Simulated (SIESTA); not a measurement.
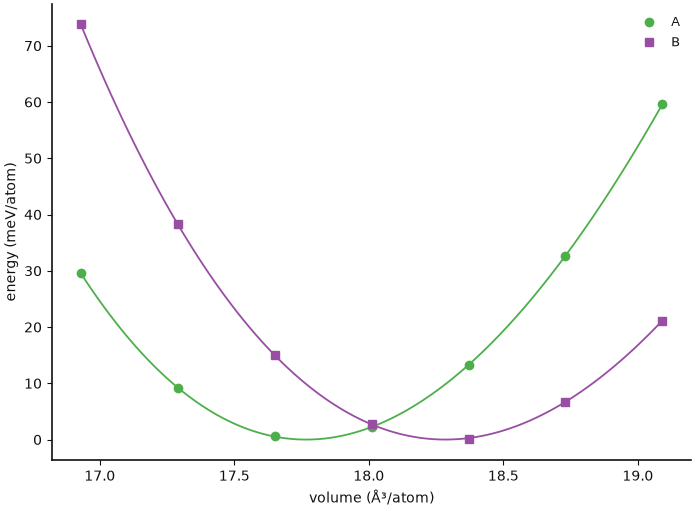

The figure compares two calculations of the energy against volume, each curve from its own zero. The first is for Ta, space group Im-3m (No. 229).

The cell holds 1 atom.

Calculation (SIESTA 5.4.2): DFT in numerical atomic orbitals with pseudopotentials, no spin polarisation; energies at scaled volumes of the given cell, shape and fractions fixed, counted from the fit's minimum, third-order Birch-Murnaghan fit. Level: PBE with D3(BJ).

k mesh 11×11×11; occupations Fermi–Dirac; smearing width 0.05 eV; potentials PseudoDojo 0.4 standard, converted to PSML, two zetas on semicore shells; program settings basis DZP, mesh cutoff 800 Ry.

In the second, the level changes from PBE with D3(BJ) to PBE.

Which of A and B is the second calculation, and what did the change do?

B. The equilibrium volume rises from 17.77 to 18.28 Å³/atom (+2.9 %) and the bulk modulus falls from 220 to 205 GPa (−6.8 %).

For PBE with D3(BJ), limits of the calculation: short basis over semicore shells.

For PBE, limits of the calculation: mulliken charges of long orbitals; short basis over semicore shells.

V0 and the bulk modulus come from third-order Birch–Murnaghan fits.
